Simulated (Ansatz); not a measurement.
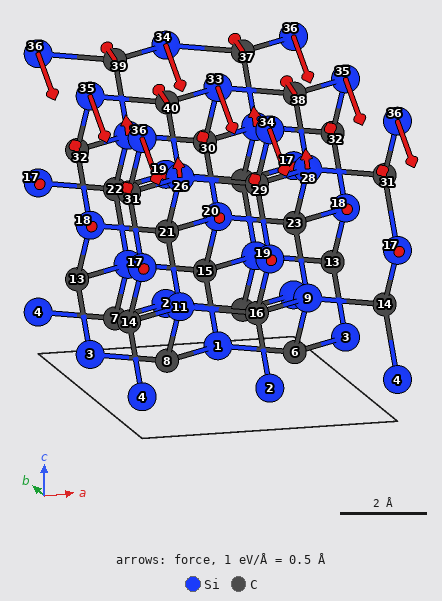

Starting geometry of a slab of composition SiC (cut from the F-43m phase) with the computed forces as red arrows. A ball-and-stick model of the cell of the calculation, outlined in the plane, without the vacuum (origin shifted), seen slightly off an axis.

Case: clean slab, lower planes held. The slab is the (1 1 0) face of SiC. 16 atoms are held fixed.

Method: DFT PBE, scalar-relativistic, plane waves, PAW in Ansatz 0.2.0. Settings: plane-wave cutoff 420 eV; k-point mesh 3 × 2 × 1; occupations gaussian; smearing width 0.05 eV; no spin polarisation; dipole correction; atoms relaxed in a fixed cell; force threshold 0.03 eV/Å; at most 70 steps.

Is this structure relaxed? If not, where do the atoms go?

It isn't relaxed: the largest force vector, on Si atoms, is 3.28 eV/Å. The final displacements follow the starting forces only in part (cosine between the two patterns 0.81). The largest moves, 0.35 Å, are those of Si atoms. By element the largest moves are Si 0.35 Å, C 0.03 Å. The lattice vectors keep their values. Near-neighbour distances that change, for instance: Si–Si 3.097 → 2.794 Å, C–Si 1.896 → 1.784 Å, C–Si 1.896 → 1.944 Å, C–Si 1.896 → 1.858 Å. Among the angles between lasting bonds that change: Si–C–Si 109.5° → 97.9°, Si–C–Si 109.5° → 120.5°, C–Si–C 109.5° → 120.5°. After 4 accepted moves (5 points after the start) the energy has fallen by 2.635 eV per cell of the calculation. The largest force component goes from 2.9 to 0.016 eV/Å. 1 step only repeated the SCF at the same geometry. Cost: 2.8 min on 4 threads of Arm Neoverse V1, on a shared host, peak memory 2.2 GiB.
